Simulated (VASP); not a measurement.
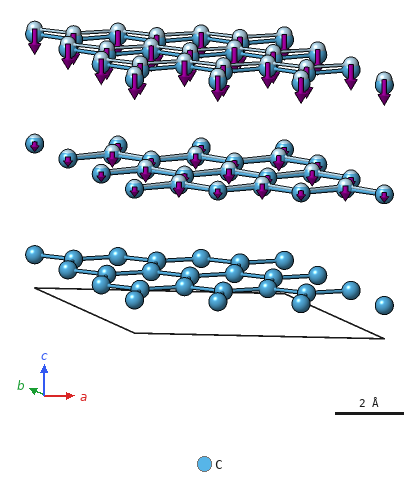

This is a relaxation of a slab of composition C. The starting structure is drawn faded, the final one solid; purple arrows show the displacements, magnified 5 times.

The picture is a ball-and-stick view of the 3 × 3 repeat of the cell, outlined in the plane, without the vacuum, seen slightly off an axis.

The run lets the atoms move in a fixed cell. 2 atoms are held fixed.

These are results of Kohn-Sham DFT of a periodic cell, PBE with D2, VASP PAW PBE potentials, recommended in VASP, not measurements.

Input file:
```
SYSTEM = C
PREC = Accurate
ENCUT = 520
EDIFF = 1E-7
ISMEAR = -1
SIGMA = 0.05
LREAL = .False.
LASPH = .True.
NELM = 80
ALGO = Normal
ISIF = 2
LWAVE = .False.
LCHARG = .False.
LDIPOL = .True.
IDIPOL = 3
DIPOL = 0.5 0.5 0.500
GGA = PE
IVDW = 1
IBRION = 2
NSW = 60
EDIFFG = -0.02
```

Command:
```bash
cat potpaw_PBE.64/C/POTCAR > POTCAR
mpirun -np 1 vasp_std > vasp.out
```

> What did the optimiser do to the structure, and how much energy did it gain?

The energy falls by 25.9 meV per cell of the calculation in 30 geometry steps. Largest force component: 0.6 eV/Å at the start, 0.59 eV/Å at the end. The largest move is that of a C atom, 0.19 Å along the normal (−c). The cell stays as it was.
